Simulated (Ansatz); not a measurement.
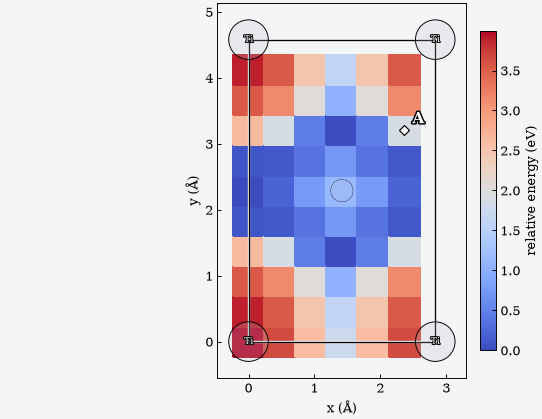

C on a Ti(100) slab cut from the P6/mmm phase, its upper half relaxed before the scan (6 atoms of substrate and one adsorbate in a 1 × 1 cell). C is moved over the surface cell; relaxed at each place: the height of the adsorbate's atoms; substrate rigid; the origin of the map has the adsorbate above Ti6. Places are given modulo a cell vector. The map is drawn in real space over the plane of the surface. The scan uses a 6 × 10 grid; 24 points were computed and 36 follow by symmetry. Energies are in eV, from the lowest grid point. The relaxed height changes by up to 1.0 Å between neighbouring points. With one adsorbate in each 1 × 1 cell, its nearest image is 2.8 Å away, so neighbouring adsorbates interact. Method: DFT PBE, scalar-relativistic, plane waves, PAW in Ansatz 0.2.0. Settings: cutoff 420 eV, k-mesh 9×6×1, gaussian smearing 0.1 eV, no spin polarisation.

The picture shows one coloured cell a grid point, labelled circles for the atoms of the top layer and small ones for the second layer, the outline of one cell of the plane, the point A.

Is A at rest? If not, where is it pushed?

Answer. A, at (5/6, 7/10) of the cell vectors, is not a stationary point. The computed force is 5.8 eV/Å in the plane, pointing down and left in the picture (components −2.8 and −5.1 eV/Å).

PAW datasets: the set soft_1.
